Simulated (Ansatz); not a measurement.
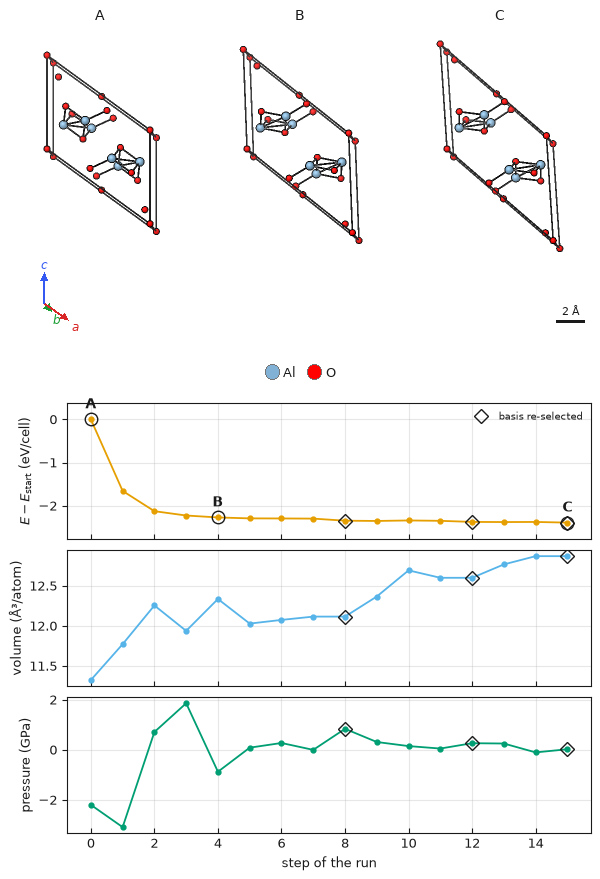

Frames of a relaxation of crystalline Al2O5 (a generated structure, set up in C2/m) (coarse preliminary run), marked on the history of the run. A ball-and-stick model of the conventional cell (2 times the calculation's cell), seen from a free direction. Lengths and directions refer to the drawn axes.

Level of theory: DFT PBE, scalar-relativistic, plane waves, PAW in Ansatz. (plane-wave cutoff 420 eV; k-point mesh 8 × 8 × 4; occupations gaussian; smearing width 0.1 eV; no spin polarisation; cell and atoms relaxed; force threshold 0.05 eV/Å; at most 80 steps)

Q: Describe the path.

A: The largest moves relative to the cell, 0.71 Å, are those of O atoms. Largest moves by element: O 0.71 Å, Al 0.42 Å. The volume changes by +13.6 %, with a 9.735 → 10.739 Å (+10.3 %), b 2.895 → 3.019 Å (+4.3 %), c 7.083 → 7.966 Å (+12.5 %), β 127.4° → 135.8°. Near-neighbour distances that change, for instance: Al–Al 2.360 → 2.666 Å, Al–O 1.859 → 1.778 Å, Al–O 1.848 → 1.896 Å, Al–O 1.777 → 1.791 Å. Among the angles between lasting bonds that change: O–Al–O 118.9° → 138.7°, O–Al–O 100.9° → 87.0°, Al–O–Al 79.1° → 93.0°. The space group stays C2/m (No. 12). The energy falls by 2.390 eV per cell of the calculation in 12 accepted moves (15 points after the start). The largest force component goes from 3.3 to 0.047 eV/Å. Pressure: −2.20 GPa at the start and 0.02 GPa at the end. The SCF was repeated 3 times at an unchanged geometry on a basis and grid sized afresh for the cell, which shifted the energy by 48.1 meV per cell of the calculation at most. Cost: 84 s on 4 threads of Intel(R) Xeon(R) Processor @ 2.50GHz (Skylake/Cascade Lake) (shared host), peak memory 0.51 GiB. From step 0 to 4: O atoms move most (0.57 Å), volume +8.9 %, energy −2.270 eV per cell of the calculation. From step 4 to 15: O atoms move most (0.13 Å), volume +4.3 %, energy −0.120 eV per cell of the calculation.

Limits of the set-up: layers or molecules are held without a dispersion correction, so their spacing is unreliable.
